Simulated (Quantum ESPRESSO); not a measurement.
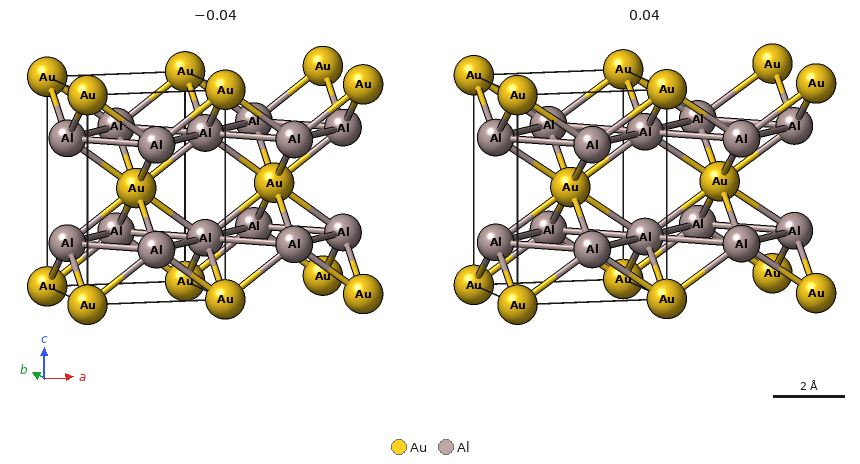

Crystalline Al$_{2}$Au (set up in I4/mmm), held at several strains, with the atoms relaxed (per unit of the tabulated number the cell is strained by 1.0 along a, 1.0 along b). The picture shows the first and the last member. Style: ball-and-stick. Shown: the conventional cell (2 times the calculation's cell), repeated 2 × 1 × 1 with one cell outlined, slightly off an axis. Lengths and directions refer to the drawn axes.

Computed with Quantum ESPRESSO 7.5: PBEsol, GBRV 1.5 PBEsol. (plane-wave cutoff 612.3 eV; k-point mesh 8 × 8 × 8; occupations fermi-dirac; smearing width 0.05 eV; no spin polarisation)

| strain | energy (meV/atom) |
| --- | --- |
| −0.04 | 48.01 |
| −0.02 | 10.89 |
| −0.01 | 2.49 |
| 0 | 0.00 |
| 0.01 | 2.88 |
| 0.02 | ? |
| 0.04 | 40.45 |

One row is withheld. What does the calculation give there?

Answer. A parabola through three neighbouring rows (0, 0.01, 0.04) gives, with Lagrange weights, (−0.5000)(0.00) + (1.3333)(2.88) + (0.1667)(40.45) = 10.58 meV/atom. The calculation gives 10.74 meV/atom. The estimate is 0.16 meV/atom too low. From the first member to the last: Al–Al 2.880 → 3.120 Å, Al–Au 2.529 → 2.668 Å.

The whole series:

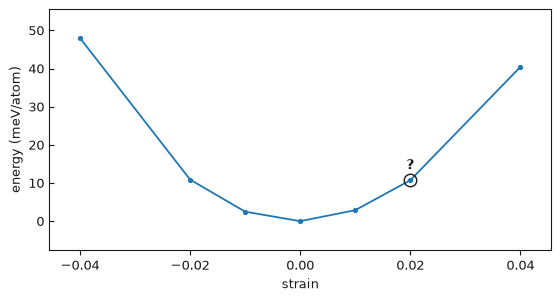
